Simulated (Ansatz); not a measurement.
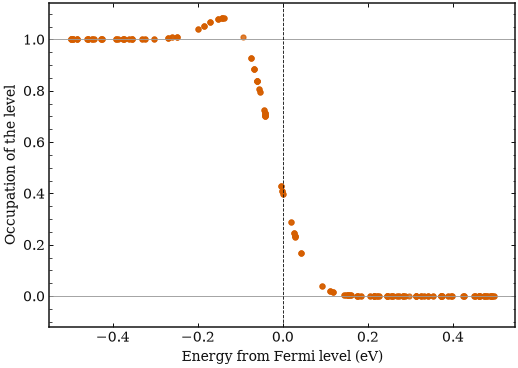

Occupations of the one-electron levels of the k mesh against their energy, from a run on Ir, space group P6_3/mmc (No. 194), 2 atoms in the cell, with Ansatz.

Q: Which smearing scheme was used (Fermi-Dirac, Gaussian, Methfessel-Paxton or cold), and about what width?

A: cold (Marzari-Vanderbilt) smearing with a width of 0.1 eV. The occupations overshoot 1 below the Fermi level (up to 1.08) but never turn negative, and they are not symmetric about it.
